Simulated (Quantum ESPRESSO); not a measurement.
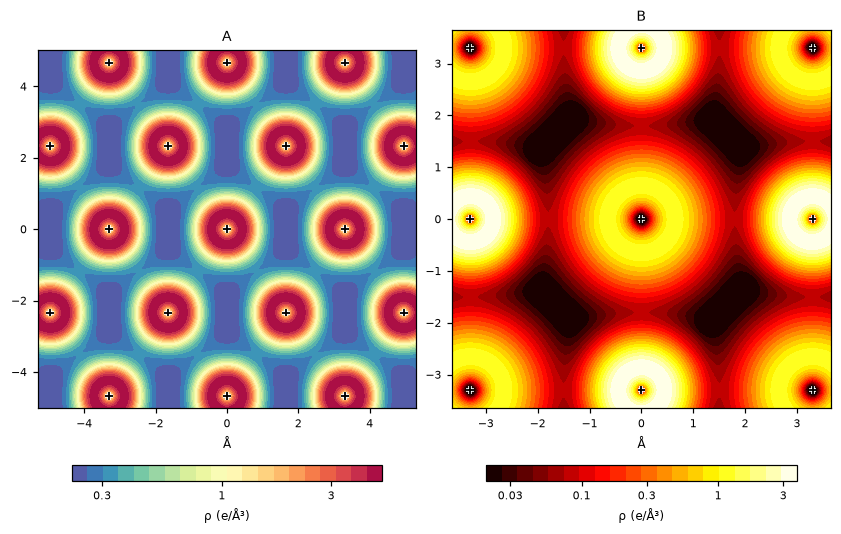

The valence electron density of 2 systems, each on a plane through atoms (crosses mark nuclei in the plane).

All numbers below come from Kohn-Sham DFT of a periodic cell, PBEsol, PseudoDojo 0.4.1 SR PBEsol standard (Quantum ESPRESSO 7.5).

System 1: Ta, the (011̄) plane of the conventional cell. Space group Im-3m; computed pressure about −4 GPa in this cell.

```yaml
crystal:
  lattice:
    - [3.30256, 0.00000, 0.00000]
    - [0.00000, 3.30256, 0.00000]
    - [0.00000, 0.00000, 3.30256]
  atoms:
    - { symbol: Ta, position: [0.00000, 0.00000, 0.00000] }
    - { symbol: Ta, position: [0.50000, 0.50000, 0.50000] }
```

System 2: KBr, the (100) plane of the conventional cell. Space group Fm-3m.

### Which map belongs to which system?

Panel A is system 1, Ta: the plane holds Ta. Ta–Ta (2.86 Å): ρ at the midpoint is about 0.31 e/Å³. Panel B is system 2, KBr: the plane holds Br and K. K–Br (3.30 Å): the density is about 0.09 e/Å³ at the midpoint, with its minimum of 0.08 e/Å³ about 1.5 Å from K.
